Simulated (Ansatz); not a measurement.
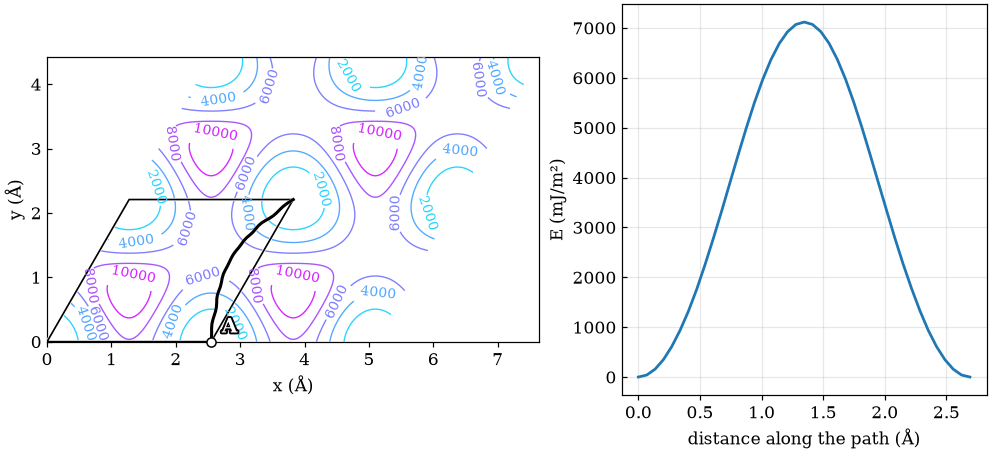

BN (F-43m, No. 216; 12 atoms in the cell). Gamma surface: rigid slide across a plane, one fault a cell; the plane is (1 −1 1) of the conventional cell, and the faces at the cut hold N and B. Places are given modulo a cell vector. The map is drawn in real space over the plane of the slide. Nothing is relaxed (rigid halves, spacing across the cut fixed). The grid has 12 × 12 points; 31 points were computed and 113 follow by symmetry. Energies: mJ/m², counted from the lowest grid point. Method: Ansatz, DFT PBEsol, scalar-relativistic, plane waves, PAW. Settings: cutoff 520 eV, k-mesh 10×10×2 in the order of the run's cell vectors, gaussian smearing 0.05 eV, no spin polarisation.

In the figure: contour lines labelled in mJ/m², a line along the lowest path, the outline of one cell of the 2 × 2 shown, the energy along the path at the right, the start A. Between grid points the surface is interpolated.

Q: Describe the path and its barrier.

A: The easiest path leads from the well at (0/12, 0/12) of the cell vectors to its copy one period on. Its highest point lies about 7100 mJ/m² above the bottom of the first well on the interpolated surface, at (10/12, 7/12) of the cell vectors. The start is the relaxed structure and all else is held, so a fully relaxed path at this level can only be lower.

PAW datasets: the set soft_1.
